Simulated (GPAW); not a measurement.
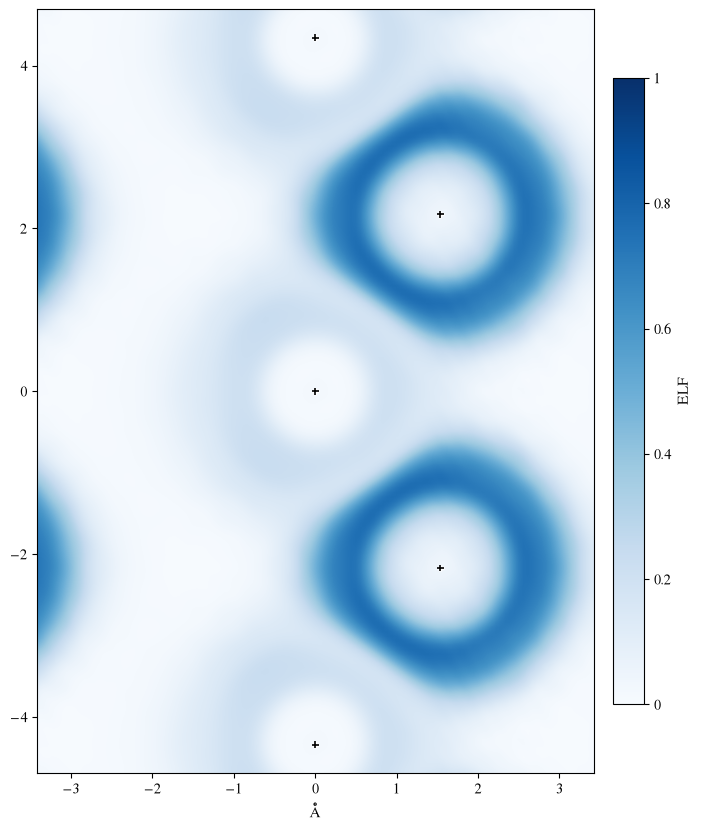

The electron localisation function on a plane through atoms (crosses mark nuclei in the plane).

Computed with Kohn-Sham DFT of a periodic cell, PBE, GPAW PAW data sets (gpaw-data 1.2.1) in GPAW 26.7.0.

Candidates:
A. Rh, a = 3.80 Å, b = 3.80 Å, c = 3.80 Å, α = 90.00°, β = 90.00°, γ = 90.00°. Space group Fm-3m; computed pressure about 9 GPa in this cell.
B. Te, a = 4.45 Å, b = 4.45 Å, c = 5.92 Å, α = 90.00°, β = 90.00°, γ = 120.00°. Space group P3₁21.
C. CdSe, a = 6.14 Å, b = 6.14 Å, c = 6.14 Å, α = 90.00°, β = 90.00°, γ = 90.00°. Space group F-43m; a structure from a database of computed crystals, not necessarily the ambient phase.

**Which candidate gave the map?**

Candidate C: CdSe on the (011) plane of the conventional cell, which holds Cd and Se. Cd–Se (2.66 Å): the ELF is about 0.40 at the midpoint and 0.20 at its lowest between the atoms.
